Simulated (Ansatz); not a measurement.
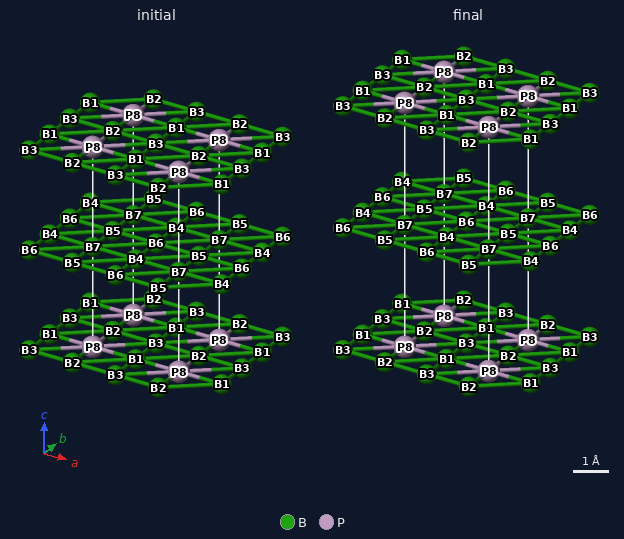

The structure of a crystal of B7P (a generated structure, set up in P6/mmm) (coarse preliminary run) before (left) and after (right) a relaxation, at one scale.

The picture is a ball-and-stick view of the cell of the calculation, seen slightly off an axis.

All numbers below come from Ansatz 0.2.0, DFT PBE, scalar-relativistic, plane waves, PAW.

The input:
```yaml
crystal:
  lattice:
    - [3.76378824, 0.0, 0.0]
    - [-1.88189412, 3.25953623, 0.0]
    - [0.0, 0.0, 6.01770838]
  atoms:
    - { symbol: B, position: [0.5, 0.0, 0.0] }
    - { symbol: B, position: [0.0, 0.5, 0.0] }
    - { symbol: B, position: [0.5, 0.5, 0.0] }
    - { symbol: B, position: [0.5, 0.0, 0.5] }
    - { symbol: B, position: [0.0, 0.5, 0.5] }
    - { symbol: B, position: [0.5, 0.5, 0.5] }
    - { symbol: B, position: [0.0, 0.0, 0.5] }
    - { symbol: P, position: [0.0, 0.0, 0.0] }
basis:
  ecutwfc: 420
kpoints:
  mp_grid: { grid: [6, 6, 4] }
hamiltonian:
  xc: pbe
scf:
  occupations: { method: gaussian, width: 0.1 }
  lower_state_search: "off"
output:
  forces: true
  stress: true
  eigenvalues: true
relax:
  adjacent_minimum: "off"
  f_tol: 0.04
  max_steps: 70
  cell: { stress_tol: 0.4 }
```

Command:
```bash
ansatz run input.yaml --threads 1 --pin off --max-ram 2048MiB --backend cpu --events-out ev --progress --plain --runs-dir out
```

Q: Summarise the run.

A: Over 7 accepted moves (9 points after the start) the energy falls by 0.337 eV per cell of the calculation. All forces vanish by symmetry, so only the cell relaxes. The pressure goes from −6.93 to 0.08 GPa. At 2 points the geometry stayed and the basis and grid were re-selected for the new cell (energy shift of 50.7 meV per cell of the calculation at most each time). The atoms keep their places relative to the cell (all moves are under 0.005 Å). Cell: a = b 3.764 → 3.667 Å (−2.6 %), c 6.018 → 7.345 Å (+22.1 %). Volume +15.9 %. Near-neighbour distances that change, for instance: B1–B2 1.882 → 1.834 Å, B1–P8 1.882 → 1.834 Å. The space group stays P6/mmm (No. 191). The run took 27 s on 1 thread of Arm Neoverse V1 (shared host), peak memory 0.34 GiB.
